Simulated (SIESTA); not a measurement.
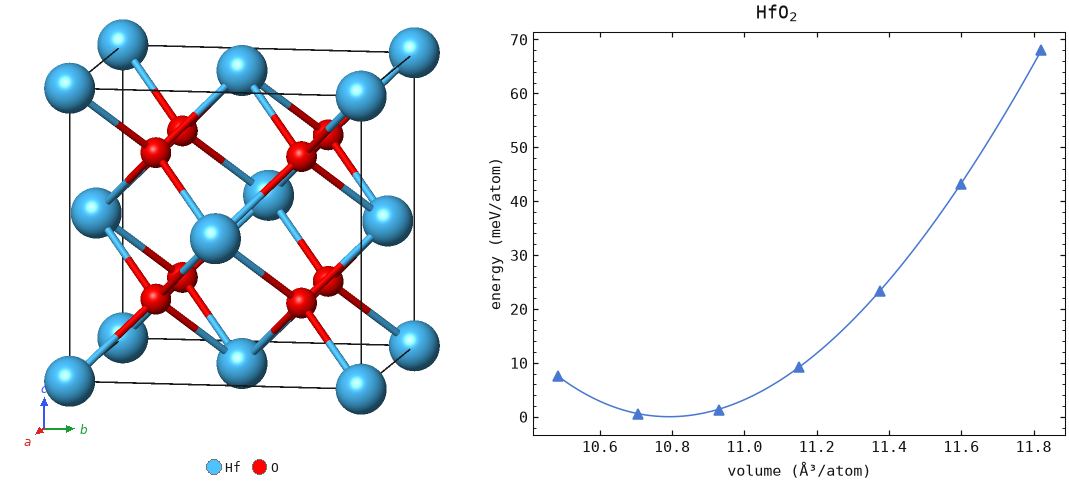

The plot gives the computed energy against volume for HfO₂, space group Fm-3m (No. 225). The conventional cell is drawn beside the plot.

Structure:
```
Hf O
1.0
     0.00000    2.55750    2.55750
     2.55750    0.00000    2.55750
     2.55750    2.55750    0.00000
Hf O
1 2
Direct
  0.00000 0.00000 0.00000
  0.75000 0.75000 0.75000
  0.25000 0.25000 0.25000
```

Calculation (SIESTA 5.4.2): DFT in numerical atomic orbitals with pseudopotentials, no spin polarisation; energies at scaled volumes of the given cell, shape and fractions fixed, counted from the fit's minimum, third-order Birch-Murnaghan fit. Level: PBEsol.

- k mesh: 9×9×9
- occupations: Fermi–Dirac
- smearing width: 0.05 eV
- potentials: PseudoDojo 0.4 standard, converted to PSML, two zetas on semicore shells
- program settings: basis DZP, mesh cutoff 800 Ry

This calculation gives: equilibrium volume 10.79 Å³/atom and bulk modulus 261 GPa.

Now Hf is replaced by Zr on all its sites, which gives ZrO₂ in the same structure. How do these quantities change?

The equilibrium volume rises from 10.79 to 11.08 Å³/atom (+2.7 %) and the bulk modulus falls from 261 to 250 GPa (−4.2 %).

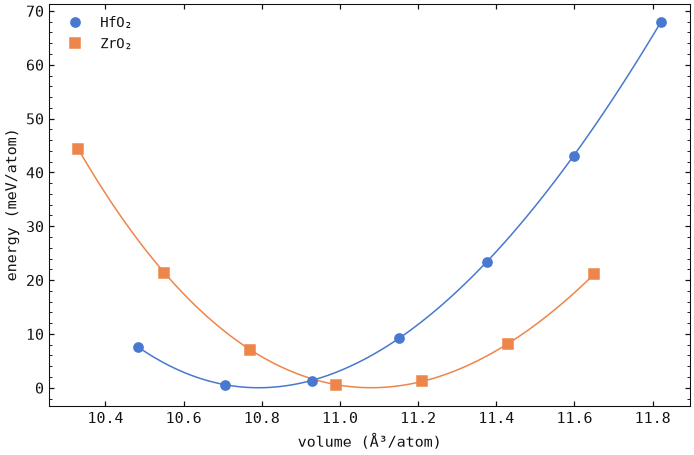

The two results together.

For HfO₂, limits of the calculation: mulliken charges of long orbitals; short basis over semicore shells.

For ZrO₂, limits of the calculation: mulliken charges of long orbitals.

V0 and the bulk modulus come from third-order Birch–Murnaghan fits.
